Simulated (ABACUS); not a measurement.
**Geometry relaxation, with input and output: ZrSe2 (part 2 of 3)**

The same run, continued: ZrSe2 (P-3m1, 3 atoms in the cell); Kohn-Sham DFT of a periodic cell, PBE, Ansatz NC PBE, no spin polarisation (ABACUS 3.10.1); cutoff 1360.57 eV, 7×7×5 k-mesh, fermi-dirac of 0.05 eV. The structure derives from an entry of the Crystallography Open Database. The settings are looser than a standard set-up, so the numbers are not reference values.

Geometry of the input (Å; fractional positions):
```
3.7980  0.0000  0.0000
-1.8990  3.2892  0.0000
0.0000  0.0000  6.1920
Zr 0.0000  0.0000  0.0000
Se 0.6667  0.3333  0.7500
Se 0.3333  0.6667  0.2500
```

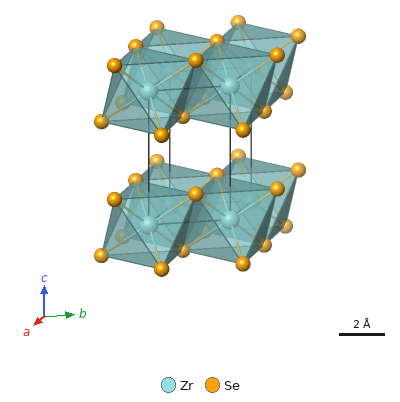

**Figure 1.** The starting structure (polyhedral view of the cell of the calculation, seen slightly off an axis; polyhedra are completed across the faces of the cell).

**What the program printed, continued**
```
      26  0.28571429 -0.28571429  0.40000000  0.0245     103
      27  0.14285714 -0.14285714  0.40000000  0.0245     104
      28 -0.14285714  0.28571429  0.40000000  0.0490     106
      29 -0.28571429  0.42857143  0.40000000  0.0490     107
      30  0.42857143  0.42857143  0.40000000  0.0490     108
[... 2 further k points ...]

                               nkstot now = 32
[... K-POINTS DIRECT COORDINATES: 32 rows ...]

           k-point number in this process = 32
       minimum distributed K point number = 32
[... stars of the k points ...]

[... K-POINTS CARTESIAN COORDINATES: 32 rows ...]

[... K-POINTS DIRECT COORDINATES: 32 rows ...]

 SETUP PLANE WAVES FOR WAVE FUNCTIONS
     energy cutoff for wavefunc (unit:Ry) = 100
              fft grid for wave functions = [ 48, 48, 75 ]
                    number of plane waves = 11477
                         number of sticks = 433

 PARALLEL PW FOR WAVE FUNCTIONS
     PROC   COLUMNS(POT)             PW
        1            108           2868
        2            108           2868
        3            108           2870
        4            109           2871
 --------------- sum -------------------
        4            433          11477

 SET NONLOCAL PSEUDOPOTENTIAL PROJECTORS
 SET NONLOCAL PSEUDOPOTENTIAL PROJECTORS
 max number of nonlocal projetors among all species is 6

 -------------------------------------------
 SELF-CONSISTENT
 -------------------------------------------

 SETUP SEARCHING RADIUS FOR PROGRAM TO SEARCH ADJACENT ATOMS
                  longest orb rcut (Bohr) = 8
   longest nonlocal projector rcut (Bohr) = 1.94
                     search radius (Bohr) = 19.9
              searching radius is (Bohr)) = 19.9
         searching radius unit is (Bohr)) = 1.89
                         PeriodicBoundary = 1
                        Radius(unit:lat0) = 10.5
                                   glayer = [ 5, 5, 3 ]
                             glayer_minus = [ 4, 4, 2 ]

Find the coordinate range of the input atom(unit:lat0).
                                  min_tau = [ -23.3, -13.4, -12.4 ]
                                  max_tau = [ 25.2, 15.7, 17 ]
                                BoxNumber = [ 9, 9, 5 ]

 SETUP EXTENDED REAL SPACE GRID FOR GRID INTEGRATION
                          real space grid = [ 48, 48, 75 ]
                 big cell numbers in grid = [ 12, 12, 15 ]
             meshcell numbers in big cell = [ 4, 4, 5 ]
                        extended fft grid = [ 16, 16, 11 ]
                dimension of extened grid = [ 45, 45, 38 ]
                            UnitCellTotal = 75
              Atom number in sub-FFT-grid = 3
    Local orbitals number in sub-FFT-grid = 28
                                ParaV.nnr = 6528
                                 init_chg = atomic

 LCAO ALGORITHM --------------- ION=   1  ELEC=   1--------------------------------

 Density error is 0.0519561610351
----------------------------------------------------------
     Energy           Rydberg                 eV
----------------------------------------------------------
 E_KohnSham     -586.1552124371      -7975.0508015452
 E_Harris       -584.3102869720      -7949.9493028338
 E_Fermi        0.6538003500         8.8954101143
----------------------------------------------------------

 LCAO ALGORITHM --------------- ION=   1  ELEC=   2--------------------------------

 Density error is 0.067717691443
----------------------------------------------------------
     Energy           Rydberg                 eV
----------------------------------------------------------
 E_KohnSham     -586.1355551178      -7974.7833499955
 E_Harris       -587.1977249513      -7989.2349119748
 E_Fermi        0.6324107075         8.6043890978
----------------------------------------------------------

 LCAO ALGORITHM --------------- ION=   1  ELEC=   3--------------------------------

 Density error is 0.0155136510488
----------------------------------------------------------
     Energy           Rydberg                 eV
----------------------------------------------------------
 E_KohnSham     -586.2643418522      -7976.5355834104
 E_Harris       -585.8210498824      -7970.5042867428
 E_Fermi        0.6610622465         8.9942132847
----------------------------------------------------------

 LCAO ALGORITHM --------------- ION=   1  ELEC=   4--------------------------------

 Density error is 0.00122291782834
----------------------------------------------------------
     Energy           Rydberg                 eV
----------------------------------------------------------
 E_KohnSham     -586.2684598077      -7976.5916110686
 E_Harris       -586.3100969059      -7977.1581128526
 E_Fermi        0.6627222349         9.0167985856
----------------------------------------------------------

 LCAO ALGORITHM --------------- ION=   1  ELEC=   5--------------------------------

 Density error is 0.000353976671684
----------------------------------------------------------
     Energy           Rydberg                 eV
----------------------------------------------------------
 E_KohnSham     -586.2684886378      -7976.5920033224
 E_Harris       -586.2647277926      -7976.5408343984
 E_Fermi        0.6628815743         9.0189665092
----------------------------------------------------------

 LCAO ALGORITHM --------------- ION=   1  ELEC=   6--------------------------------

 Density error is 3.88297731739e-05
----------------------------------------------------------
     Energy           Rydberg                 eV
----------------------------------------------------------
 E_KohnSham     -586.2684908154      -7976.5920329506
 E_Harris       -586.2709161446      -7976.6250312463
 E_Fermi        0.6628237540         9.0181798236
----------------------------------------------------------

 LCAO ALGORITHM --------------- ION=   1  ELEC=   7--------------------------------

 Density error is 2.33743598611e-05
----------------------------------------------------------
     Energy           Rydberg                 eV
----------------------------------------------------------
 E_KohnSham     -586.2684908057      -7976.5920328183
 E_Harris       -586.2694183763      -7976.6046530642
 E_Fermi        0.6628061391         9.0179401605
----------------------------------------------------------

 LCAO ALGORITHM --------------- ION=   1  ELEC=   8--------------------------------

 Density error is 5.08257688893e-06
----------------------------------------------------------
     Energy           Rydberg                 eV
----------------------------------------------------------
 E_KohnSham     -586.2684908100      -7976.5920328770
 E_Harris       -586.2686871867      -7976.5947047190
 E_Fermi        0.6628067712         9.0179487609
----------------------------------------------------------

 LCAO ALGORITHM --------------- ION=   1  ELEC=   9--------------------------------

 Density error is 6.63364260083e-07
----------------------------------------------------------
     Energy           Rydberg                 eV
----------------------------------------------------------
 E_KohnSham     -586.2684908102      -7976.5920328800
 E_Harris       -586.2685096586      -7976.5922893255
 E_Fermi        0.6628068393         9.0179496873
----------------------------------------------------------

 LCAO ALGORITHM --------------- ION=   1  ELEC=  10--------------------------------

 Density error is 2.69114724678e-08
----------------------------------------------------------
     Energy           Rydberg                 eV
----------------------------------------------------------
 E_KohnSham     -586.2684908103      -7976.5920328803
 E_KS(sigma->0) -586.2684281908      -7976.5911808990
 E_Harris       -586.2684900760      -7976.5920228904
 E_band         -65.7128541541       -894.0692483386
 E_one_elec     -327.1317710106      -4450.8560825748
 E_Hartree      173.0819405118       2354.9006118581
 E_xc           -117.0034534323      -1591.9136523566
 E_Ewald        -315.2150816404      -4288.7212058444
 E_entropy(-TS) -0.0001252389        -0.0017039627
 E_descf        0.0000000000         0.0000000000
 E_exx          0.0000000000         0.0000000000
 E_Fermi        0.6628069503         9.0179511984
----------------------------------------------------------

 charge density convergence is achieved
 final etot is -7976.5920329 eV
 EFERMI = 9.0179511984 eV

 STATE ENERGY(eV) AND OCCUPATIONS    NSPIN == 1
 1/32 kpoint (Cartesian) = 0.0000 0.0000 0.0000 (2290 pws)
       1       -41.1188     0.00816327
       2       -37.8959     0.00816327
       3       -37.8959     0.00816327
       4       -37.8958     0.00816327
       5       -37.8958     0.00816327
       6       -37.8845     0.00816327
       7       -37.8840     0.00816327
       8       -37.8826     0.00816327
       9       -37.8826     0.00816327
      10       -37.8824     0.00816327
      11       -37.8824     0.00816327
      12       -19.1778     0.00816327
      13       -19.1442     0.00816327
      14       -19.1442     0.00816327
      15       -4.53193     0.00816327
      16       -3.23377     0.00816327
      17        4.20989     0.00816327
      18        5.75800     0.00816327
      19        5.75800     0.00816327
      20        8.72275     0.00814105
      21        8.72275     0.00814105
      22        9.01521     0.00419367
      23        9.40054    3.87701e-06
      24        9.40054    3.87701e-06
      25        10.3151    4.41901e-14
      26        12.9919    2.48143e-37
      27        12.9919    2.48143e-37

 2/32 kpoint (Cartesian) = -0.036849 0.021275 0.0000 (2299 pws)
       1       -41.1172      0.0489796
       2       -37.8959      0.0489796
       3       -37.8958      0.0489796
       4       -37.8956      0.0489796
       5       -37.8953      0.0489796
       6       -37.8844      0.0489796
       7       -37.8840      0.0489796
       8       -37.8825      0.0489796
       9       -37.8825      0.0489796
      10       -37.8824      0.0489796
      11       -37.8823      0.0489796
      12       -19.1750      0.0489796
      13       -19.1700      0.0489796
      14       -19.1506      0.0489796
      15       -4.36380      0.0489796
      16       -3.28373      0.0489796
      17        4.47817      0.0489796
      18        5.66369      0.0489796
      19        5.88947      0.0489796
      20        7.33922      0.0489796
      21        8.04337      0.0489796
      22        8.83942      0.0476392
      23        9.62892    2.41640e-07
      24        10.0480    5.53803e-11
      25        10.5368    3.14430e-15
      26        12.9758    2.05224e-36
      27        12.9953    1.39150e-36

 3/32 kpoint (Cartesian) = -0.073699 0.042550 0.0000 (2292 pws)
       1       -41.1137      0.0489796
       2       -37.8958      0.0489796
       3       -37.8955      0.0489796
       4       -37.8955      0.0489796
       5       -37.8944      0.0489796
       6       -37.8844      0.0489796
       7       -37.8840      0.0489796
       8       -37.8824      0.0489796
       9       -37.8823      0.0489796
      10       -37.8823      0.0489796
      11       -37.8821      0.0489796
      12       -19.2419      0.0489796
      13       -19.1647      0.0489796
      14       -19.1542      0.0489796
      15       -3.95408      0.0489796
      16       -3.37310      0.0489796
      17        5.03193      0.0489796
      18        5.54077      0.0489796
      19        5.83249      0.0489796
      20        6.11315      0.0489796
      21        7.49405      0.0489796
      22        8.00607      0.0489796
      23        9.49567    3.47219e-06
      24        10.4731    1.12289e-14
      25        10.8781    3.40988e-18
      26        13.1968    2.47122e-38
      27        13.3675    8.13528e-40

 4/32 kpoint (Cartesian) = -0.11055 0.063825 0.0000 (2284 pws)
       1       -41.1110      0.0489796
       2       -37.8958      0.0489796
       3       -37.8953      0.0489796
       4       -37.8953      0.0489796
       5       -37.8937      0.0489796
       6       -37.8843      0.0489796
       7       -37.8839      0.0489796
       8       -37.8824      0.0489796
       9       -37.8823      0.0489796
      10       -37.8822      0.0489796
      11       -37.8820      0.0489796
      12       -19.2954      0.0489796
      13       -19.1759      0.0489796
      14       -19.1410      0.0489796
      15       -3.64900      0.0489796
      16       -3.34183      0.0489796
      17        4.28778      0.0489796
      18        5.86345      0.0489796
      19        6.13199      0.0489796
      20        6.29417      0.0489796
      21        7.02040      0.0489796
      22        7.45068      0.0489796
      23        9.35866    5.37243e-05
      24        10.5209    4.31797e-15
      25        10.9065    1.93290e-18
      26        13.4924    6.68595e-41
      27        13.7847    1.93624e-43

 5/32 kpoint (Cartesian) = -0.036849 0.063825 0.0000 (2293 pws)
       1       -41.1147      0.0489796
       2       -37.8958      0.0489796
       3       -37.8957      0.0489796
       4       -37.8955      0.0489796
       5       -37.8947      0.0489796
       6       -37.8844      0.0489796
       7       -37.8840      0.0489796
       8       -37.8824      0.0489796
       9       -37.8824      0.0489796
      10       -37.8823      0.0489796
      11       -37.8822      0.0489796
      12       -19.2186      0.0489796
      13       -19.1672      0.0489796
      14       -19.1572      0.0489796
      15       -4.07108      0.0489796
      16       -3.35541      0.0489796
      17        4.97087      0.0489796
      18        5.56232      0.0489796
      19        5.87188      0.0489796
      20        6.41012      0.0489796
      21        7.22921      0.0489796
      22        8.37134      0.0489795
      23        9.75023    2.13539e-08
      24        10.4104    3.94147e-14
      25        10.8089    1.36053e-17
      26        12.7896    8.51358e-35
      27        13.3750    6.99821e-40

 6/32 kpoint (Cartesian) = -0.073699 0.085100 0.0000 (2295 pws)
       1       -41.1116      0.0979592
       2       -37.8957      0.0979592
       3       -37.8954      0.0979592
       4       -37.8954      0.0979592
       5       -37.8940      0.0979592
       6       -37.8843      0.0979592
       7       -37.8840      0.0979592
       8       -37.8824      0.0979592
       9       -37.8823      0.0979592
      10       -37.8822      0.0979592
      11       -37.8820      0.0979592
      12       -19.2701      0.0979592
      13       -19.1874      0.0979592
      14       -19.1440      0.0979592
      15       -3.67645      0.0979592
      16       -3.41028      0.0979592
      17        4.83596      0.0979592
      18        5.50991      0.0979592
      19        5.91073      0.0979592
      20        6.26531      0.0979592
      21        6.84422      0.0979592
      22        7.55719      0.0979592
      23        9.81685    1.12695e-08
      24        10.6275    1.02401e-15
      25        10.8757    7.16451e-18
      26        12.9386    8.64763e-36
      27        13.7351    1.04269e-42

[... levels at 26 further k points ...]

 correction force for each atom along direction 1 is -2.68766e-15
 correction force for each atom along direction 2 is -1.54252e-14
 correction force for each atom along direction 3 is 1.92630e-14
------------------------------------------------------------------------------------------
 TOTAL-FORCE (eV/Angstrom)
------------------------------------------------------------------------------------------
                       Zr1         0.0000000000         0.0000000000         0.0000000000
                       Se1         0.0000000000         0.0000000000        -0.0151247161
                       Se2         0.0000000000         0.0000000000         0.0151247161
------------------------------------------------------------------------------------------

----------------------------------------------------------------
 TOTAL-STRESS (KBAR)
----------------------------------------------------------------
        -0.2008963041         0.0000000000         0.0000000000
        -0.0000000000        -0.2008963041        -0.0000000000
         0.0000000000        -0.0000000000        -0.9488911629
----------------------------------------------------------------
 TOTAL-PRESSURE: -0.450228 KBAR

 --------------------------------------------
 !FINAL_ETOT_IS -7976.5920328803185839 eV
 --------------------------------------------
```

**Standard output**
```
ABACUS v3.10.1

               Atomic-orbital Based Ab-initio Computation at UStc

%%%%%%%%%%%%%%%%%%%%%%%%%%%%%%%%%%%%%%%%%%%%%%%%%%%%%%%%%%%%%%%%%%%%%%%%%%%%%%%%%%%%%%%%%%%%%%%%%%%%%%%%%
 Warning: the number of valence electrons in pseudopotential > 4 for Zr: [Kr] 4d2 5s2
 Warning: the number of valence electrons in pseudopotential > 6 for Se: [Ar] 3d10 4s2 4p4
 Pseudopotentials with additional electrons can yield (more) accurate outcomes, but may be less efficient.
 If you're confident that your chosen pseudopotential is appropriate, you can safely ignore this warning.
%%%%%%%%%%%%%%%%%%%%%%%%%%%%%%%%%%%%%%%%%%%%%%%%%%%%%%%%%%%%%%%%%%%%%%%%%%%%%%%%%%%%%%%%%%%%%%%%%%%%%%%%%

 UNIFORM GRID DIM        : 48 * 48 * 75
 UNIFORM GRID DIM(BIG)   : 12 * 12 * 15
 ---------------------------------------------------------
 Self-consistent calculations for electrons
 ---------------------------------------------------------
 SPIN    KPOINTS         PROCESSORS  THREADS     NBASE
 1       32              4           4           28
```
